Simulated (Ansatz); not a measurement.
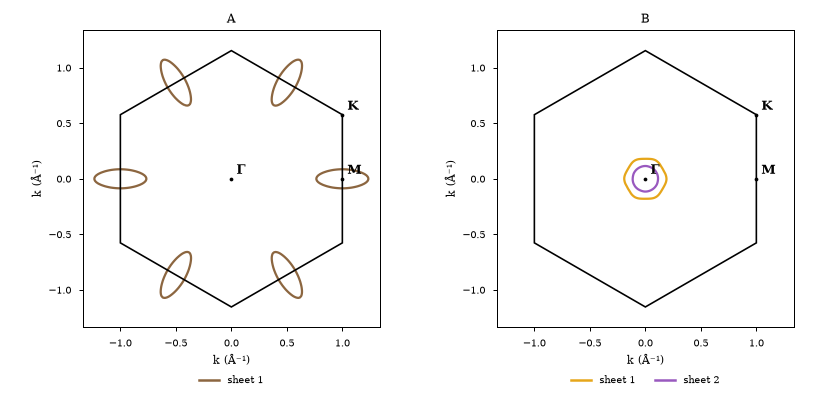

Constant-energy contours of a single layer of ZrS$_{2}$ (space group of the slab cell P-3m1) near its two band edges (0.30 eV into the valence band, 0.10 eV into the conduction band), in unknown order.

Theory: Ansatz, DFT PBE, spin-orbit coupling, plane waves, PAW; levels and slopes on a dense k mesh at the converged density. Non-magnetic. With an inversion centre and no moment every band is doubly degenerate; a pair is shown and named once. k mesh for the levels: 36×36×1. The geometry was not relaxed.

Masses come from a second pass at points close to the extrema; at the energies drawn a band may no longer be parabolic.

Which panel shows the holes and which the electrons?

B shows the valence band (holes), A the conduction band (electrons).

Describe the extrema and the gap.

Valence band (extrema up to 0.30 eV from the edge): one maximum at Γ, mass 0.25 mₑ in all directions. Band pair 23/24 forms the valence edge; band pair 21/22 begins 0.08 eV lower (at Γ).
Conduction band (extrema up to 0.10 eV from the edge): three equivalent minima at M, principal masses 0.27 and 1.89 mₑ. Band pair 25/26 forms the conduction edge.
The gap is indirect, 1.03 eV at this level of theory, which underestimates gaps and can reorder valleys that lie close.

Time for the whole run: 45 s on 2 threads of AMD EPYC 9R45 (Zen 5), with other jobs on the host, peak memory 1.2 GiB.
